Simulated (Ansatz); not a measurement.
```xyz
6
Lattice="2.8124 0.0000 0.0000 0.0000 8.0891 0.0000 0.0000 0.0000 1.8844" Properties=species:S:1:pos:R:3 pbc="T T T"
B     0.0000    2.5615    0.9422
B     1.4062    6.6060    0.9422
B     0.0000    5.5276    0.9422
B     1.4062    1.4831    0.9422
B     0.0000    4.0445    0.0000
B     1.4062    0.0000    0.0000
```

Space group Cmmm; a structure generated by program, which may or may not match a known phase; computed without spin polarisation.

All numbers below come from DFT PBE, scalar-relativistic, plane waves, PAW in Ansatz 0.2.0.

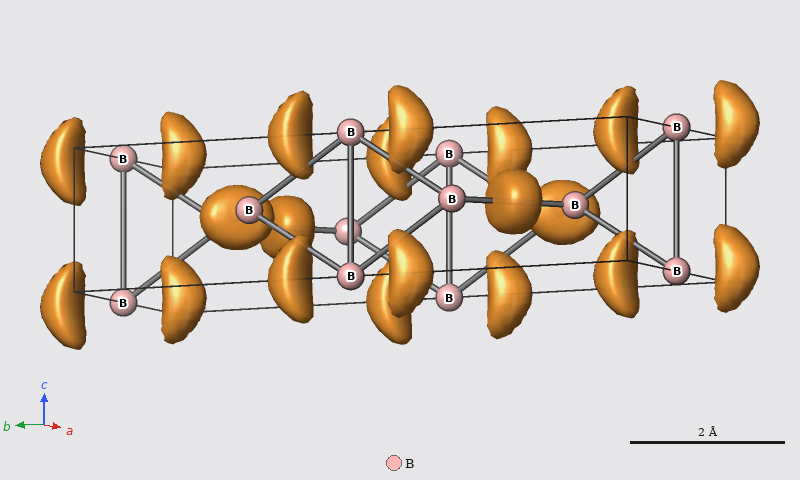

B. Isosurface of the ELF at 0.8 (orange), seen at an oblique angle. Only the valence region is drawn (cores and ρ < 0.01 e/Å³ removed). Sticks mark near contacts.

Describe the localisation domains.

Answer. At this value the surface marks out eight regions between bonded B–B atoms, counted in one cell of 6 atoms. Any copies at cell faces, edges or corners count once.

Values along the shortest contacts:
B–B (1.76 Å): the ELF peaks at about 0.85 between the atoms. B–B (1.88 Å): the ELF peaks at about 0.70 between the atoms.
